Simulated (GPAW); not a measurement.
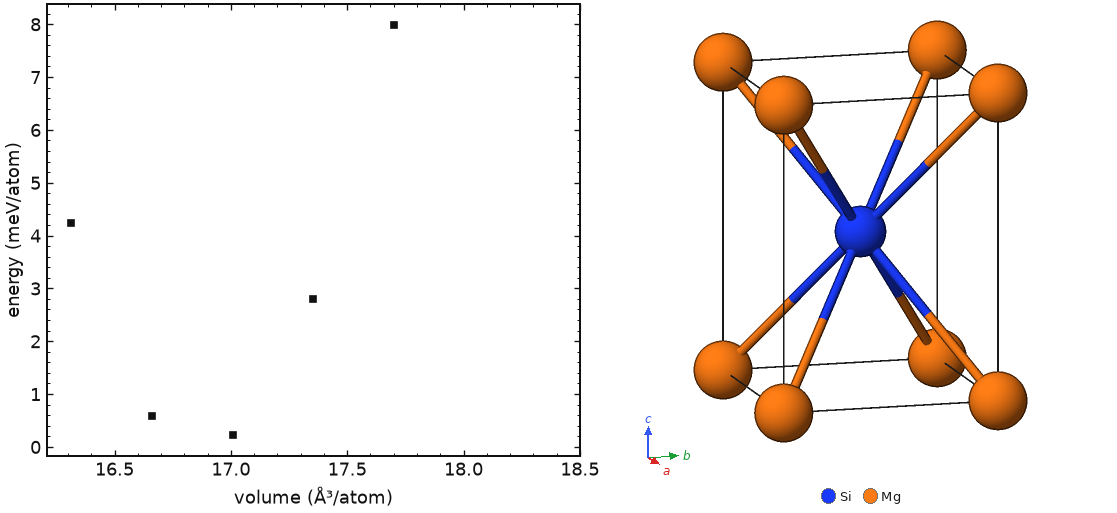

The figure shows the energy against volume for MgSi, space group P4/mmm (No. 123). The conventional cell is drawn beside the plot.

Cell as given: a = 2.908 Å, b = 2.908 Å, c = 4.103 Å, α = 90.00°, β = 90.00°, γ = 90.00°; 2 atoms.

Calculation (GPAW 26.7.0): PAW DFT in plane waves, on a grid or in atomic orbitals, no spin polarisation; energies at scaled volumes of the given cell, shape and fractions fixed, counted from the fit's minimum, third-order Birch-Murnaghan fit. Level: r2SCAN.

- k mesh: 7×7×5
- occupations: Fermi–Dirac
- smearing width: 0.05 eV
- potentials: GPAW PAW data sets (gpaw data 1.2.1)
- wave cutoff: 800 eV
- program settings: basis pw

The points at volume 18.05 Å³/atom and 18.40 Å³/atom are left out of the plot. What values does the calculation give there?

```json
{"volume (Å³/atom)": "18.05", "energy (meV/atom)": "15.53"}
{"volume (Å³/atom)": "18.40", "energy (meV/atom)": "25.16"}
```

Caveats: shape and atomic fractions are frozen while scaling, which makes layered, chain and framework solids too stiff.
